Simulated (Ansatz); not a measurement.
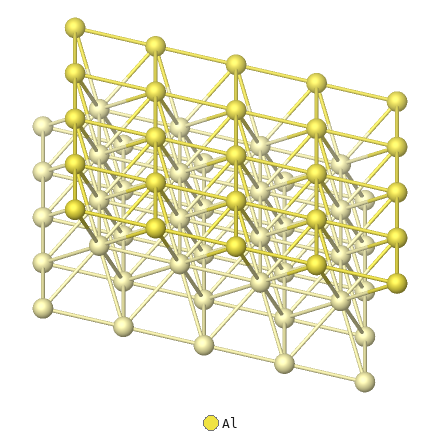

The system is N on an Al(100) slab cut from the Fm-3m phase, its upper half relaxed before the scan (12 atoms of substrate and one adsorbate in a 2 × 2 cell); the picture shows it without the atoms that are moved over the map. N is moved over the surface cell; relaxed at each place: the height of the adsorbate's atoms; substrate rigid; the origin of the map has the adsorbate above Al9. Places are given modulo a cell vector. The map is drawn in real space over the plane of the surface. The grid has 6 × 6 points; 10 points were computed and 26 follow by symmetry. Places are given in fractions of the 1 × 1 surface cell. Energies: eV, counted from the lowest grid point. At some places the adsorbate sinks to or below the level of the top layer. Level of theory: Ansatz, DFT PBE, scalar-relativistic, plane waves, PAW. Settings: cutoff 420 eV, k-mesh 5×5×1, gaussian smearing 0.1 eV, no spin polarisation.

Range: position of N13 along the first surface vector from 0.000 to 0.833; position of N13 along the second surface vector from 0.000 to 0.833.

What landscape does the calculation give?

Answer. The lowest grid point is at a place at or below the level of the top layer, (3/6, 3/6) of the cell vectors. The highest grid point, the top site over a surface Al atom, (0/6, 0/6) of the cell vectors, lies 3.55 eV above the lowest. At the lowest point the adsorbate has 4 Al at 2.02 Å as nearest neighbours, at the highest 1 Al at 1.75 Å. Its relaxed height above the top atom is 0.04 Å at the lowest and 1.75 Å at the highest point.

```tsv
second ↓, first →	0/6	1/6	2/6	3/6	4/6	5/6
5/6	3.32	3.10	2.31	1.18	2.31	3.10
4/6	2.50	2.31	1.63	0.66	1.63	2.31
3/6	1.32	1.18	0.66	0.00	0.66	1.18
2/6	2.50	2.31	1.63	0.66	1.63	2.31
1/6	3.32	3.10	2.31	1.18	2.31	3.10
0/6	3.55	3.32	2.50	1.32	2.50	3.32
```

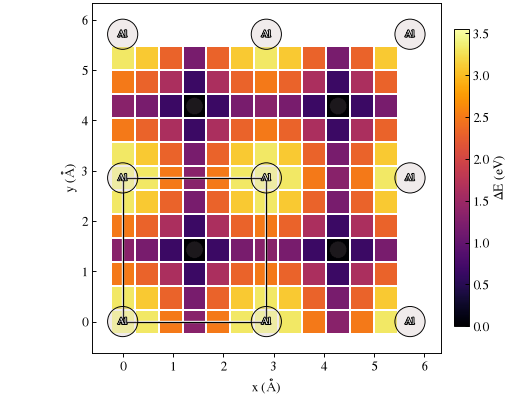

The picture shows one coloured cell a grid point, labelled circles for the atoms of the top layer and small ones for the second layer, the outline of one cell of the 2 × 2 shown.

Each point was launched as `ansatz run input.yaml --threads 1 --pin off --max-ram 3072MiB --backend cpu --events-out ev --progress --plain --runs-dir out`. Time for the 10 points that were run: 5.1 min on 1 thread of Intel(R) Xeon(R) 6975P-C (Granite Rapids) (shared host).

PAW datasets: the set soft_1.
